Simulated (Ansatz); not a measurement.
## Bi2Se3: a changed input and its effect

System: Bi2Se3 (R-3m, 5 atoms in the cell).
Method of run A: DFT, r2SCAN, plane waves, PAW, no spin polarisation (Ansatz 0.2.0).

The structure derives from an entry of the Crystallography Open Database. The geometry comes from this level: r2SCAN. Text and figures count atoms from 1; the logs count them from 0 in places.

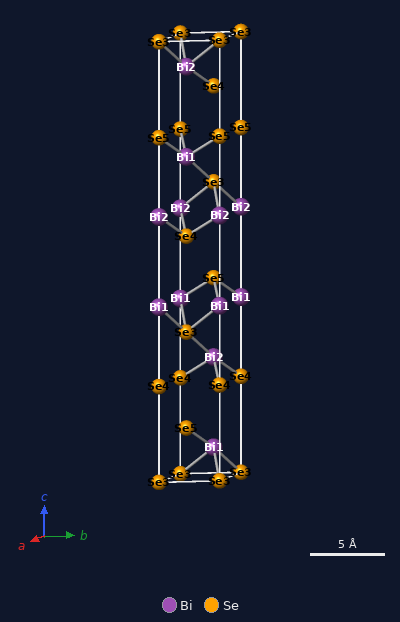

Fig. 1: The structure as given in the input (ball-and-stick view of the cell 3 times as large as that of the calculation, set on its symmetry axes, seen slightly off an axis; atoms are numbered from 1 in the order of the input). Near neighbours in the crystal (not all of them lie inside the picture): Bi has 6 Se at 2.86 to 3.09 Å; Se has 6 Bi at 3.09 Å; Se has 3 Bi at 2.86 Å.

**Input, run A**
```yaml
crystal:
  lattice:
    - [2.0810950888, 1.2015208097, 10.0657286619]
    - [-2.0810950888, 1.2015208097, 10.0657286619]
    - [0.0, -2.4030416195, 10.0657286619]
  atoms:
    - { symbol: Bi, position: [0.3976387545, 0.3976387545, 0.3976387545] }
    - { symbol: Bi, position: [0.6023612455, 0.6023612455, 0.6023612455] }
    - { symbol: Se, position: [0.0, 0.0, 0.0] }
    - { symbol: Se, position: [0.2176967666, 0.2176967666, 0.2176967666] }
    - { symbol: Se, position: [0.7823032334, 0.7823032334, 0.7823032334] }
kpoints:
  mp_grid: { grid: [8, 8, 8] }
  band_path:
    path:
      - [0.0, 0.0, 0.0]
      - [0.5, 0.5, 0.5]
      - [0.8238342675, 0.1761657325, 0.5]
      - [0.5, -0.1761657325, 0.1761657325]
      - [0.5, 0.0, 0.0]
      - [0.3380828662, -0.3380828662, 0.0]
      - [0.6619171338, 0.0, 0.3380828662]
      - [0.5, 0.0, 0.5]
    npoints: 1
hamiltonian:
  xc: r2scan
scf:
  occupations: { method: fixed }
  n_extra_bands: 5
output:
  forces: true
  stress: true
  eigenvalues: true
```

Command:
```bash
ansatz run input.yaml --threads 4 --pin off --max-ram 9216MiB --backend cpu --events-out ev --progress --plain --runs-dir out
```

Hardware: 4 threads of Arm Neoverse V2, 24 GiB of memory available, shared host.

**Output, shortened to warnings, some set-up lines, iterations and results (run A)**
```
Basis set: ecut = 500 eV, 3871 PW (Γ), FFT grids on a1−a3, a2−a3, a3, exchange–correlation on 128×128×320 points (64 copies of the dense FFT grid, shifted against one another)
Symmetry: 12 space group operations
k-points: 65 of 512
Initial density: superposition of atomic densities (neutral atoms: chi_scale 0, normalization atom), corrected by the library's trained network
[...]
SCF iter   1: F=—  HF=-41258.641302 eV  |F-HF|=—  |Δ(HF+E_count)|=         —  Δρ=4.60e-3  dr2=7.84e-2  dr2_τ=1.24e-2  ethr=1.77e-3  ⟨swp⟩=5.0  Hψ=9716  notcnv=0  defer=165
SCF iter   2: F=—  HF=-41258.644977 eV  |F-HF|=—  |Δ(HF+E_count)|=   3.68e-3  Δρ=2.24e-3  dr2=9.33e-3  dr2_τ=6.38e-4  ethr=1.00e-4  ⟨swp⟩=2.9  Hψ=5847  notcnv=0  defer=186
SCF iter   3: F=—  HF=-41258.645204 eV  |F-HF|=—  |Δ(HF+E_count)|=   2.28e-4  Δρ=1.10e-3  dr2=2.65e-3  dr2_τ=6.33e-5  ethr=1.20e-5  ⟨swp⟩=3.0  Hψ=4178  notcnv=0  defer=189
SCF iter   4: F=—  HF=-41258.645397 eV  |F-HF|=—  |Δ(HF+E_count)|=   1.93e-4  Δρ=3.10e-4  dr2=1.97e-4  dr2_τ=6.09e-6  ethr=3.40e-6  ⟨swp⟩=2.0  Hψ=3536  notcnv=0  defer=190
SCF iter   5: F=—  HF=-41258.645434 eV  |F-HF|=—  |Δ(HF+E_count)|=   3.66e-5  Δρ=1.32e-4  dr2=2.42e-5  dr2_τ=7.16e-7  ethr=2.52e-7  ⟨swp⟩=2.0  Hψ=4680  notcnv=0  defer=117
SCF iter   6: F=—  HF=-41258.645469 eV  |F-HF|=—  |Δ(HF+E_count)|=   3.50e-5  Δρ=2.69e-5  dr2=1.75e-6  dr2_τ=3.04e-8  ethr=3.10e-8  ⟨swp⟩=2.0  Hψ=4677  notcnv=0  defer=66
SCF iter   7: F=-41258.645470 eV  HF=-41258.645470 eV  |F-HF|=8.92e-9  |Δ(HF+E_count)|=   8.42e-7  Δρ=7.26e-6  dr2=8.89e-8  dr2_τ=3.32e-9  ethr=1.28e-10  ⟨swp⟩=10.5  Hψ=16027 …
SCF 1 converged in 7 iterations: F = -41258.645470 eV  dr2 = 8.89e-8
NSCF: frozen V_eff on 8 k-points
SCF converged after 7 iterations
Free energy (F): -41258.645470 eV
Harris-Foulkes:  -41258.645470 eV  (|F-HF|=8.92e-9)
Internal energy: -41258.645470 eV  (E = F + TS)
E sigma→0 (E₀):  -41258.645470 eV
Fermi energy:    7.690958 eV
--- Per-component energies (eV) ---
  E_band       = -1467.450939
  E_kinetic    = 954.483529
  E_local      = -10988.684484  (includes V_loc(G=0)·N_el)
  E_nonlocal   = -659.172461
  E_hartree    = 4894.899906
  E_xc         = -577.437247
  E_vxc        = -630.880430  (∫ρ·V_xc dr)
  E_paw        = -27151.300335  (= ΣΔE_a)
  E_vpaw       = 29.872798  (= ΣTr[D̂ρ^β])
  E_aug_tail   = -0.001141  (compensation charges beyond the density's cutoff)
  E_vtau       = 37.128444  (kinetic-family band-sum trace: ∫τ·v_τ [+ j·A + Jᵃ·Aᵃ] dr)
  E_ewald      = -7727.890020
  E_core_change = -3.543216  (= ΣΔE_core)
  E_smearing   = -0.000000  (= −TS)
  E_closure    = 0.000000  (closes the sum)
  Σ components = -41258.645470   (vs F -41258.645470, Δ=0.00e0)
--- Forces (eV/Å), atoms counted from 1 ---
  atom   1  Bi     0.00000000    -0.00000000     0.01950845
  atom   2  Bi     0.00000000     0.00000000    -0.01950845
  atom   3  Se     0.00000000    -0.00000000     0.00000000
  atom   4  Se     0.00000000    -0.00000000     0.01104784
  atom   5  Se     0.00000000     0.00000000    -0.01104784
  max |Σ_I F_I| component: 3.16e-30 eV/Å
--- Stress (GPa, compression-positive) ---
        0.037061       0.000000       0.000000
        0.000000       0.037061       0.000000
        0.000000       0.000000      -0.000722
  P = ⅓ Tr σ = 0.0245 GPa (0.245 kbar)
```

The input of run B differs as follows (lines with − go, lines with + come):
```diff
-  mp_grid: { grid: [8, 8, 8] }
+  mp_grid: { grid: [4, 4, 4] }
-  xc: r2scan
+  xc: hse06
```

Predict how the results change.

The total energies belong to different methods, so their difference says nothing on which is more stable or more accurate. The gap on the mesh goes from 0.82 to 1.01 eV. The pressure goes from 0.02 to −0.74 GPa. The largest force goes from 0.020 to 0.195 eV/Å. The functional changes from r2SCAN to HSE06. The SCF takes 23 iterations against 7. The default cutoff goes from 500 to 420 eV with the change. The irreducible k-points go from 65 to 13. The plane waves at Γ go from 3871 to 2901. On the same kind of shared host run B took about 8.9 times as long.

**Output, shortened to warnings, some set-up lines, iterations and results (run B)**
```
Warning: output.stress: scf.convergence.dr2_threshold = 1e-7 eV (the SCF's general default) is looser than the 5e-10 eV advised for a printed stress (1e-10 eV for each atom of the cell: 5). What an SCF threshold leaves in a stress goes as its square root, and in the free energy as the threshold itself, and one threshold admits the most on a small cell: of the crystals measured, under no hybrid …
Warning: output.stress: scf.exx.energy_threshold = 1e-6 eV is looser than the 5e-8 eV advised for a stress under a hybrid functional (1e-8 eV for each atom of the cell: 5). Every SCF of the exchange loop can meet its threshold on dr2 while the loop round them stops early: no threshold on dr2 bounds what that leaves in the stress. Set scf.exx.energy_threshold to 5e-8 eV or tighter. The threshold …
Basis set: ecut = 420 eV, 2901 PW (Γ), FFT grids on a1−a3, a2−a3, a3, exchange–correlation on 60×60×144 points (8 copies of the dense FFT grid, shifted against one another)
Symmetry: 12 space group operations
k-points: 13 of 64
Initial density: superposition of atomic densities (neutral atoms: chi_scale 0, normalization atom), corrected by the library's trained network
[...]
SCF iter   1: F=—  HF=-41202.291457 eV  |F-HF|=—  |Δ(HF+E_count)|=         —  Δρ=1.28e-3  dr2=3.28e-3  ethr=1.77e-3  ⟨swp⟩=5.9  Hψ=2244  notcnv=0
SCF iter   2: F=—  HF=-41202.293509 eV  |F-HF|=—  |Δ(HF+E_count)|=   2.05e-3  Δρ=5.81e-4  dr2=9.24e-4  ethr=4.21e-6  ⟨swp⟩=4.6  Hψ=2297  notcnv=0
SCF iter   3: F=—  HF=-41202.293701 eV  |F-HF|=—  |Δ(HF+E_count)|=   1.91e-4  Δρ=4.22e-4  dr2=1.48e-3  ethr=1.18e-6  ⟨swp⟩=4.0  Hψ=1476  notcnv=0
SCF iter   4: F=—  HF=-41202.293622 eV  |F-HF|=—  |Δ(HF+E_count)|=   7.80e-5  Δρ=2.20e-4  dr2=7.40e-5  ethr=9.29e-8  ⟨swp⟩=3.0  Hψ=2627  notcnv=0
SCF iter   5: F=-41202.293721 eV  HF=-41202.293685 eV  |F-HF|=3.62e-5  |Δ(HF+E_count)|=   6.26e-5  Δρ=1.18e-4  dr2=1.36e-5  ethr=9.29e-8  ⟨swp⟩=3.0  Hψ=1394  notcnv=0
[... 17 lines ...]
SCF iter   6: F=-41214.031534 eV  HF=-41214.031534 eV  |F-HF|=1.96e-10  |Δ(HF+E_count)|=   1.19e-9  Δρ=3.38e-7  dr2=2.05e-10  ethr=2.46e-12  ⟨swp⟩=3.7  Hψ=1653  notcnv=0
SCF 3 converged in 6 iterations: F = -41214.031534 eV  dr2 = 2.05e-10
SCF iter   1: F=—  HF=-41214.031534 eV  |F-HF|=—  |Δ(HF+E_count)|=         —  Δρ=1.32e-6  dr2=3.77e-9  ethr=3.24e-10  ⟨swp⟩=3.0  Hψ=1282  notcnv=0
SCF iter   2: F=-41214.031534 eV  HF=-41214.031534 eV  |F-HF|=7.28e-12  |Δ(HF+E_count)|=  8.00e-11  Δρ=2.33e-7  dr2=1.93e-10  ethr=3.65e-12  ⟨swp⟩=4.0  Hψ=2107  notcnv=0
SCF 4 converged in 2 iterations: F = -41214.031534 eV  dr2 = 1.93e-10
  Residual-converged pass: ⟨swp⟩=2.0  Hψ=1159  notcnv=0  max |occ|·‖R‖ = 1.2e-6 eV (tolerance 1.3e-6 eV)  dr2=1.93e-10  dr2_onsite=2.91e-11  max |Δocc| = 0.0e0
hybrid outer 3: dexx = +7.404e-10 eV, tail = 4.57e-10 eV, Δε = 6.64e-5 eV (about 1.15e-5 eV left of the loop's levels), ΔF = 1.90e-4 eV/Å (tail 1.51e-4)
the search or the solves at the SCF's close seem to have found levels that the self-consistency loop had missed (the run counts 1). By its estimate they hold under 1e-12 electrons; where the run keeps them, the occupations were computed again with them
NSCF: frozen V_eff on 8 k-points
hybrid SCF converged: 3 outer / 18 inner (+5 warm-up), last move |dexx| = 7.40e-10 eV, tail = 4.57e-10 eV
Stability not checked: this state was not tested for a lower state beside it, because the functional holds exact exchange (a hybrid, or Hartree-Fock), whose exchange loop this test does not read (fock_operator; see scf.lower_state_search)
Free energy (F): -41214.031534 eV
Frozen-core exchange: fock
Harris-Foulkes:  -41214.031534 eV  (|F-HF|=7.28e-12)
Internal energy: -41214.031534 eV  (E = F + TS)
E sigma→0 (E₀):  -41214.031534 eV
Fermi energy:    7.524978 eV
--- Per-component energies (eV) ---
  E_band       = -1605.677590
  E_kinetic    = 950.467023
  E_local      = -10981.745401  (includes V_loc(G=0)·N_el)
  E_nonlocal   = -661.339040
  E_hartree    = 4892.179311
  E_xc         = -494.384866
  E_vxc        = -466.231810  (∫ρ·V_xc dr)
  E_exx        = -274.112492  (= α·E_x^exact, valence–valence)
  E_paw        = -26914.293403  (= ΣΔE_a)
  E_vpaw       = 317.040941  (= ΣTr[D̂ρ^β])
  E_aug_tail   = -0.002608  (compensation charges beyond the density's cutoff)
  E_ewald      = -7727.890020
  E_core_change = -2.910036  (= ΣΔE_core)
  E_smearing   = -0.000000  (= −TS)
  E_closure    = -0.000000  (closes the sum)
  Σ components = -41214.031534   (vs F -41214.031534, Δ=0.00e0)
--- Forces (eV/Å), atoms counted from 1 ---
  atom   1  Bi     0.00000000    -0.00000000     0.06150264
  atom   2  Bi     0.00000000     0.00000000    -0.06150264
  atom   3  Se     0.00000000     0.00000000     0.00000000
  atom   4  Se     0.00000000    -0.00000000     0.19537063
  atom   5  Se     0.00000000     0.00000000    -0.19537063
  max |Σ_I F_I| component: 1.84e-30 eV/Å
--- Stress (GPa, compression-positive) ---
       -0.725370       0.000000      -0.000000
        0.000000      -0.725370       0.000000
        0.000000       0.000000      -0.761255
  P = ⅓ Tr σ = -0.7373 GPa (-7.373 kbar)
```

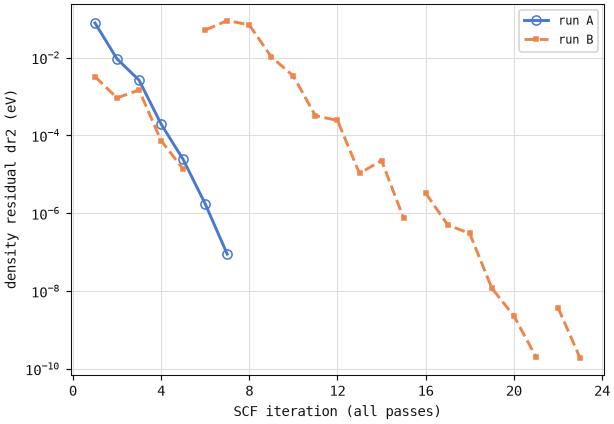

Fig. 2: Convergence of the two runs: density residual dr2 against the SCF iteration. A break in a curve parts two SCF passes. Run A takes 7 iterations in all, and run B takes 23.

**The two runs side by side**

```tsv
quantity	run A	run B
outcome	converged	converged
free energy per atom (eV)	−8251.7291	−8242.8063
gap on the mesh (eV)	0.82	1.01
pressure (GPa)	0.02	−0.74
largest force (eV/Å)	0.020	0.195
SCF iterations	7	23
irreducible k-points	65	13
plane waves at Γ	3871	2901
wall time (shared host)	14 s	2.1 min
```

For both runs: Spin–orbit coupling is left out, which matters for Bi. For run B: Warnings: the exchange loop's threshold is looser than advised for the stress; the SCF threshold is looser than advised for the printed stress.
